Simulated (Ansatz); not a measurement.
Input file:

```
crystal:
  lattice:
    - [0.0, 2.115, 2.115]
    - [2.115, 0.0, 2.115]
    - [2.115, 2.115, 0.0]
  atoms:
    - { symbol: Nb, position: [0.0, 0.0, 0.0] }
basis:
  ecutwfc: 420
  fft_grid_basis: typed
kpoints:
  mp_grid: { grid: [14, 14, 14] }
hamiltonian:
  xc: pbesol
scf:
  occupations: { method: gaussian, width: 0.05 }
  n_extra_bands: 6
output:
  forces: true
  stress: false
  eigenvalues: true
  bader: false
  write_density: false
  volumetric_format: npy
  band_densities:
    - { e_range: [-0.25, 0.25] }
    - { e_range: [-1.2, 0.0] }
    - { e_range: [0.0, 1.2] }
    - { e_range: [-6.22, -4.13] }
    - { e_range: [-4.13, -2.07] }
  dos:
    e_range: [-30, 8]
    de: 0.02
    method: { smearing: { sigma: 0.03, scheme: gaussian } }
    projected: { site_lists: { Nb: [Nb] } }
checkpoint:
  read: start.run
  write: ck
  compress: false
  write_wavefunctions: false
  write_every: 100000
```

Run with:

```sh
ansatz run input.yaml --threads 1 --pin off --max-ram 2560MiB --backend cpu --events-out ev --progress --plain --runs-dir out
```

The picture shows the conventional cell (a = 4.23 Å, b = 4.23 Å, c = 4.23 Å, α = 90.00°, β = 90.00°, γ = 90.00°).

Space group Fm-3m; the calculation finds a residual pressure of about −7 GPa at this fixed cell. This isn't the usual form at ambient conditions.

Theory: DFT PBEsol, scalar-relativistic, plane waves, PAW in Ansatz.

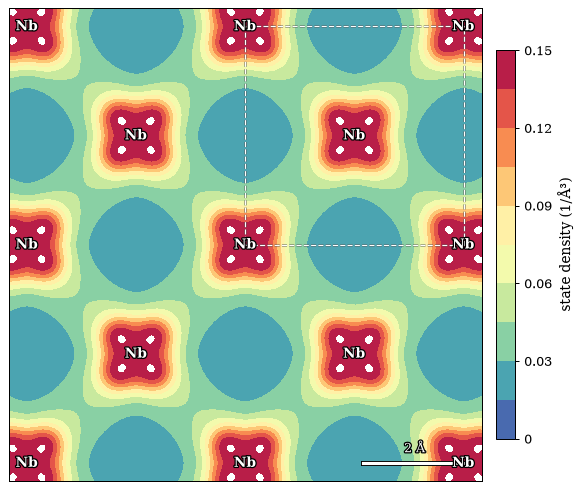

Nb. Density of the Kohn–Sham states from −1.2 to 0.0 eV about the Fermi level (the filled states just under the Fermi level), scaled to one electron a cell: a map on the (100) plane of the conventional cell.

Core electrons are frozen (PAW), so the fields are smoothed inside the atomic spheres.

Question: Which atoms and orbitals make up these states?

Answer: Projected on a minimal set of atomic orbitals (Löwdin), they are Nb 4d (90 %).
